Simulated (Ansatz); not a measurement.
# C: what the fields show

Input

```
crystal:
  lattice:
    - [5.5478448303, 0.0, 0.0]
    - [-2.7739224152, 4.1778909211, 0.0]
    - [0.0, 0.0, 4.1546453698]
  atoms:
    - { symbol: C, position: [0.6666666667, 0.3333333333, 0.1839393359] }
    - { symbol: C, position: [0.3333333333, 0.6666666667, 0.1839393359] }
    - { symbol: C, position: [0.6666666667, 0.3333333333, 0.8160606641] }
    - { symbol: C, position: [0.3333333333, 0.6666666667, 0.8160606641] }
    - { symbol: C, position: [0.5, 0.5, 0.340729158] }
    - { symbol: C, position: [0.0, 0.5, 0.340729158] }
    - { symbol: C, position: [0.5, 0.0, 0.340729158] }
    - { symbol: C, position: [0.5, 0.5, 0.659270842] }
    - { symbol: C, position: [0.5, 0.0, 0.659270842] }
    - { symbol: C, position: [0.0, 0.5, 0.659270842] }
basis:
  ecutwfc: 500
kpoints:
  mp_grid: { grid: [12, 12, 10] }
hamiltonian:
  xc: r2scan
scf:
  occupations: { method: gaussian, width: 0.15 }
output:
  forces: true
  stress: true
  eigenvalues: true
  write_density: true
  write_potential: true
  elf: true
  volumetric_format: npy
```

Run with:

```sh
ansatz run input.yaml --threads 2 --pin off --max-ram 5120MiB --backend cpu --events-out ev --progress --plain --runs-dir out
```

Below, planes, directions and counts refer to the conventional cell (a = 5.55 Å, b = 8.36 Å, c = 4.15 Å, α = 90.00°, β = 90.00°, γ = 90.00°).

Space group Cmmm; changed on purpose from its base cell (strain +0.1500 x Voigt [1, 0, 0, 0, 0, 0], atoms carried along); not relaxed (largest force 0.7 eV/Å); computed pressure about −22 GPa in this cell.

Level of theory: DFT r2SCAN, scalar-relativistic, plane waves, PAW (Ansatz 0.2.0).

In a PAW calculation such maps are meaningful between the atoms, not at the nuclei.

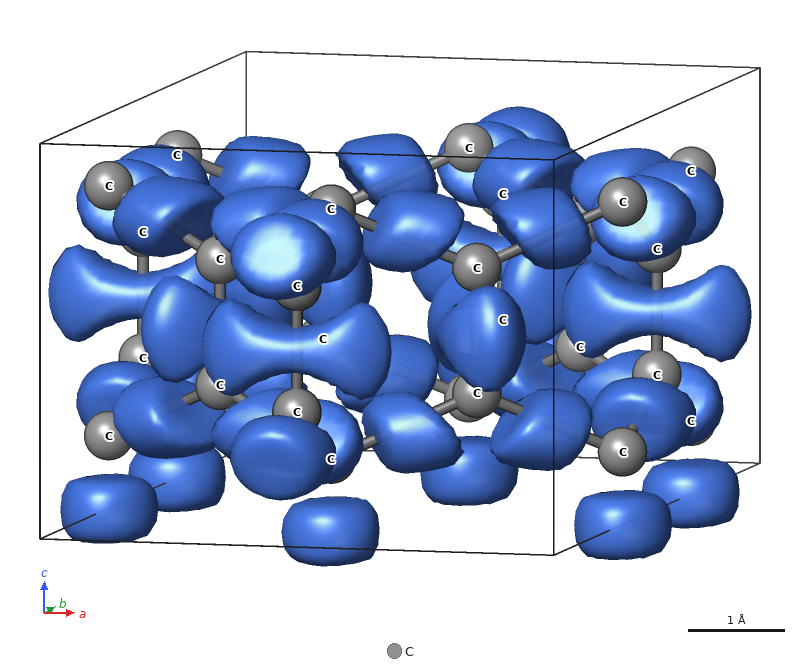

Figure 1. Isosurface of the ELF at 0.75 (blue), seen slightly off an axis. Only the valence region is drawn (cores and ρ < 0.01 e/Å³ removed). Sticks mark near contacts.

### Where are the electrons localised?

The ELF exceeds this value in 34 regions between bonded C–C atoms (shared pairs), counted in one cell of 20 atoms. Any copies at cell faces, edges or corners count once. Along the contacts the grid gives the following. C–C (1.32 Å): the ELF peaks at about 0.90 between the atoms (inside overlapping PAW spheres, so only a guide) (a multiple bond). C–C (1.53 Å): the ELF peaks at about 0.95 between the atoms, as expected for a shared electron pair.

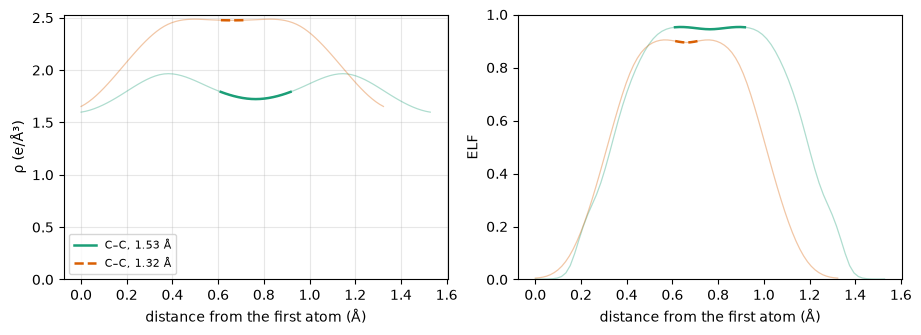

Figure 2. Valence pseudo-density and electron localisation function along straight lines between neighbouring atoms. Thin, pale parts lie inside the atomic spheres.

### What kind of bonding do the profiles show?

C–C (1.53 Å): ρ is about 1.7 e/Å³ halfway; the ELF peaks at about 0.95 between the atoms: a covalent bond.
C–C (1.32 Å): the density is about 2.5 e/Å³ at the midpoint; the ELF peaks at about 0.90 between the atoms (inside overlapping PAW spheres, so only a guide) (a multiple bond).

### Does the calculation give a band gap?

It is gapped, with a Kohn–Sham gap of 0.35 eV on the k-point mesh (the band edges may lie off the mesh, which would make the gap smaller).
